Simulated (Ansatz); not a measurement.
# Ti₂O: what the fields show

```
Ti O
1.0
     2.95295    0.00000    0.00000
    -1.47648    2.55733    0.00000
     0.00000    0.00000    4.72373
Ti O
2 1
Direct
  0.66667 0.33333 0.26267
  0.33333 0.66667 0.73733
  0.00000 0.00000 0.00000
```

Space group P-3m1; computed without spin polarisation.

Level of theory: Ansatz 0.2.0, DFT PBEsol, scalar-relativistic, plane waves, PAW.

The density is the valence pseudo-density of a PAW calculation; it isn't the true density close to the nuclei.

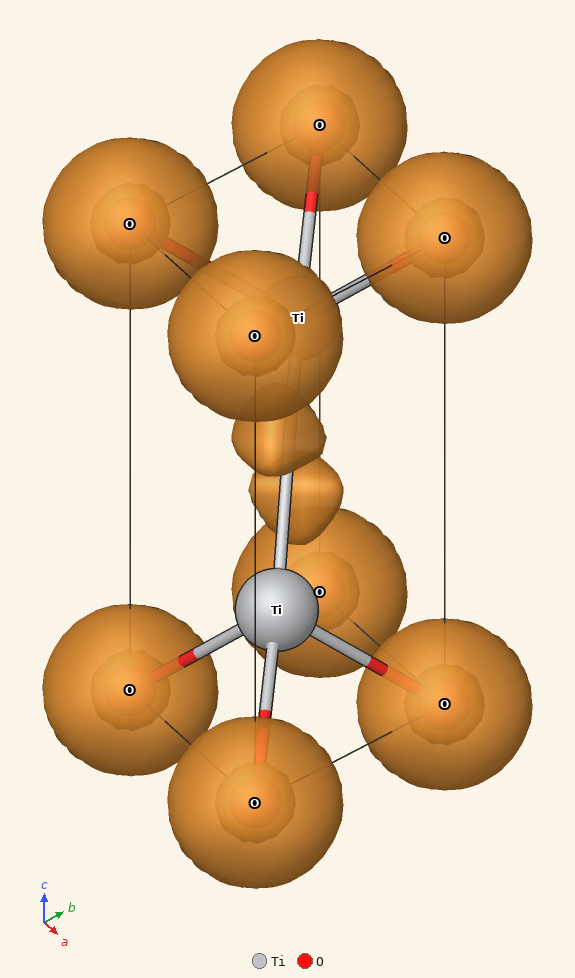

Figure 1. Isosurface of the electron localisation function at 0.7 (orange), seen at an oblique angle. Only the valence region is drawn (cores and ρ < 0.01 e/Å³ removed). Sticks mark near contacts.

Identify the bonds, lone pairs and shells in this picture.

The ELF exceeds this value in one region wrapped around O (its valence shell) and two pockets between the atoms, centred on no nucleus (multi-centre or interstitial), counted in one cell of 3 atoms. Regions shared between cells count once. Profiles from the grid: Ti–O (2.11 Å): the ELF peaks at about 0.80 in the valence shell of O, 0.6 Å from its nucleus, and is about 0.10 at the midpoint: no localised pair shows between them. Ti–Ti (2.82 Å): the ELF is about 0.30 at the midpoint; no localised pair shows between them.

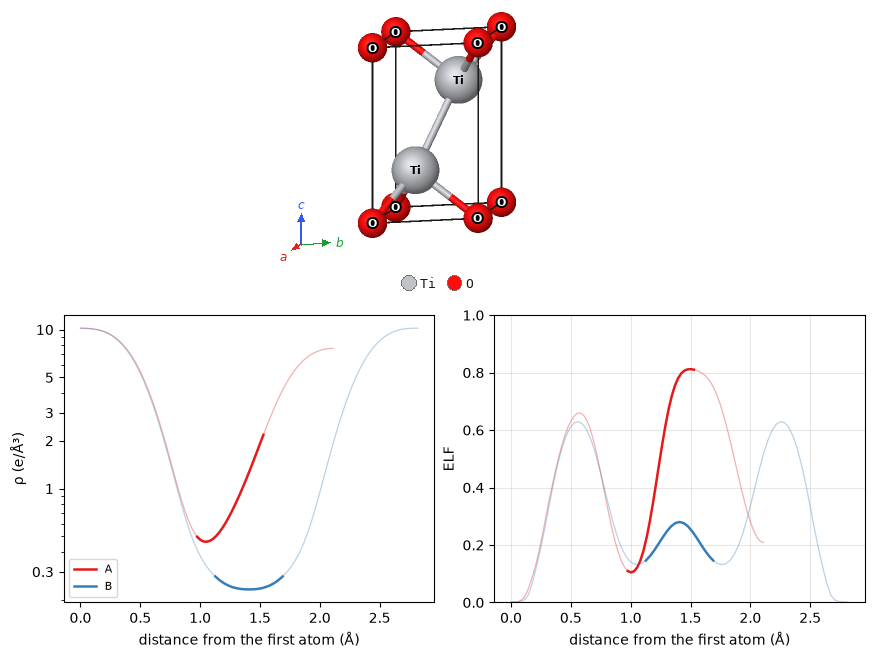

Figure 2. Valence electron density and electron localisation function along straight lines between neighbouring atoms. Thin, pale parts lie inside the atomic spheres. The structure is drawn too.

Which curve belongs to which contact (Ti–O and Ti–Ti)? The first atom named is at distance zero.

Curve A: Ti–O (2.11 Å): ρ is about 0.46 e/Å³ halfway; the ELF peaks at about 0.80 in the valence shell of O, 0.6 Å from its nucleus, and is about 0.10 at the midpoint; no localised pair shows between them. Curve B: Ti–Ti (2.82 Å): the density is about 0.23 e/Å³ at the midpoint; the ELF is about 0.30 at the midpoint (no localised pair shows between them).

Does the calculation give a band gap?

It is metallic or semimetallic at this level of theory: no gap opens; semilocal functionals without U, or without the true magnetic order, often close the gap of such compounds.
